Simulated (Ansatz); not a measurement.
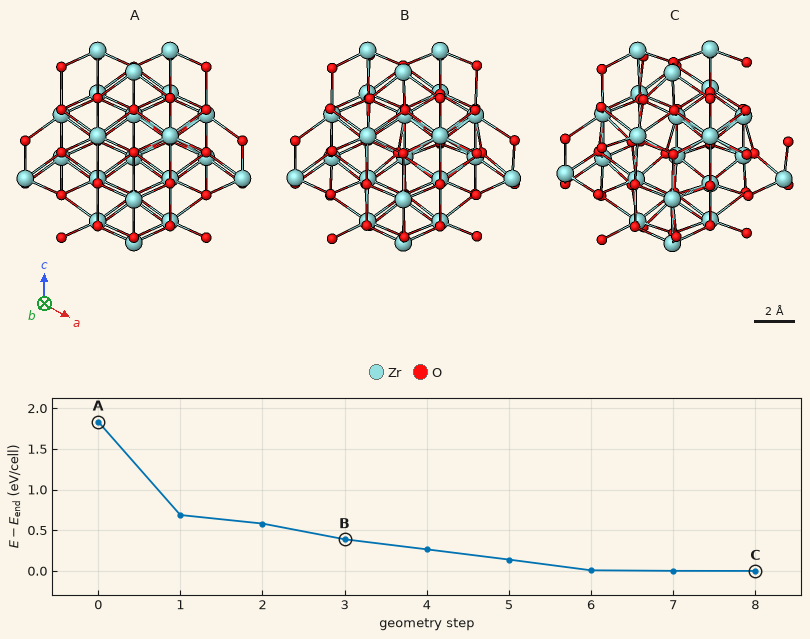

Frames of a relaxation of a defect cell of composition Zr16O33, marked on the history of the run. Style: ball-and-stick. Shown: the atoms within 5.8 Å of the atom that moves most (axes of the cell of the calculation (origin shifted)), along the b axis.

Case: O interstitial, charge +0, atoms relaxed at the host's cell.

Theory: DFT PBE, scalar-relativistic, plane waves, PAW (Ansatz). Settings: plane-wave cutoff 420 eV; k-point mesh 2 × 2 × 2; occupations gaussian; smearing width 0.01 eV; mesh shifted by (0.5, 0.5, 0.5); no spin polarisation; atoms relaxed in a fixed cell; force threshold 0.025 eV/Å; at most 45 steps.

**Describe the path.**

The largest moves, 0.41 Å, are those of O atoms. Largest moves by element: O 0.41 Å, Zr 0.31 Å. The cell doesn't change. Near-neighbour distances that change, for instance: O–Zr 2.431 → 2.890 Å, O–Zr 2.431 → 2.814 Å, O–Zr 2.641 → 2.951 Å, Zr–Zr 3.621 → 3.342 Å. Bond angles that change, for instance: O–Zr–O 121.3° → 104.0°, O–Zr–O 121.3° → 137.2°, Zr–O–Zr 109.1° → 124.3°. After 8 geometry steps the energy has fallen by 1.836 eV per cell of the calculation. Largest force component: 2.5 eV/Å at the start, 0.0085 eV/Å at the end. From step 0 to 3: O atoms move most (0.28 Å), energy −1.446 eV per cell of the calculation. From step 3 to 8: Zr atoms move most (0.27 Å), energy −0.389 eV per cell of the calculation.

| step | E − E(0), meV/atom | largest force component, eV/Å |
| --- | --- | --- |
| 0 | 0.00 | 2.5038 |
| 1 | -23.43 | 0.6247 |
| 2 | -25.58 | 0.3432 |
| 3 | -29.52 | 0.4633 |
| 4 | -32.04 | 0.3667 |
| 5 | -34.61 | 0.3193 |
| 6 | -37.31 | 0.0895 |
| 7 | -37.44 | 0.0335 |
| 8 | -37.47 | 0.0085 |
